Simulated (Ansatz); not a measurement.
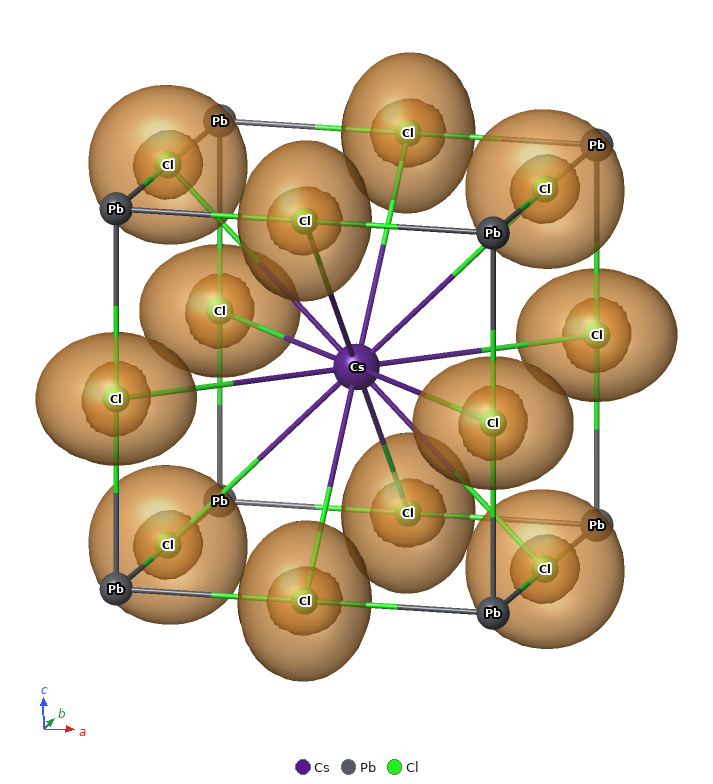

Figure. CsPbCl3. Isosurface of the ELF at 0.8 (orange), seen slightly off an axis. Only the valence region is drawn (cores and ρ < 0.01 e/Å³ removed). Sticks mark near contacts.

Space group Pm-3m; a structure from a database of computed crystals, not necessarily the ambient phase; started from the database_155 prototype, which need not be the ambient phase.

Computed with DFT PBE, scalar-relativistic, plane waves, PAW in Ansatz.

The calculation's input:

```
crystal:
  lattice:
    - [4.0031551156, 2.3112226836, 3.2955554574]
    - [-4.0031551156, 2.3112226836, 3.2955554574]
    - [0.0, -4.6224453672, 3.2955554574]
  atoms:
    - { symbol: Cs, position: [0.5, 0.5, 0.5] }
    - { symbol: Pb, position: [0.0, 0.0, 0.0] }
    - { symbol: Cl, position: [0.5, 0.0186003, 0.9813997] }
    - { symbol: Cl, position: [0.0186003, 0.9813997, 0.5] }
    - { symbol: Cl, position: [0.9813997, 0.5, 0.0186003] }
basis:
  ecutwfc: 420
kpoints:
  mp_grid: { grid: [6, 6, 6] }
hamiltonian:
  xc: pbe
scf:
  occupations: { method: gaussian, width: 0.02 }
output:
  forces: true
  stress: true
  eigenvalues: true
  write_density: true
  write_potential: true
  elf: true
  volumetric_format: npy
relax:
  adjacent_minimum: "off"
  f_tol: 0.01
  max_steps: 80
  cell: { stress_tol: 0.05 }
```

Command:

```sh
ansatz run input.yaml --threads 1 --pin off --max-ram 2560MiB --backend cpu --events-out ev --progress --plain --runs-dir out
```

Below, planes, directions and counts refer to the conventional cell (a = 5.74 Å, b = 5.74 Å, c = 5.74 Å, α = 90.01°, β = 90.01°, γ = 89.99°).

The fields are those of the relaxed geometry.

What do the ELF domains correspond to?

At this value the surface marks out three regions wrapped around Cl (the valence shell of each), counted in one cell of 5 atoms. Any copies at cell faces, edges or corners count once. Along the contacts the grid gives the following. Pb–Cl (2.87 Å): the ELF peaks at about 0.85 in the valence shell of Cl, 0.8 Å from its nucleus, and drops to about 0.20 between the two atoms. Cs–Cl (4.06 Å): the ELF is about 0 at the midpoint; a closed-shell, largely ionic contact.

Does the calculation give a band gap?

It is gapped, with a Kohn–Sham gap of 2.2 eV on the k-point mesh (the band edges may lie off the mesh, which would make the gap smaller).
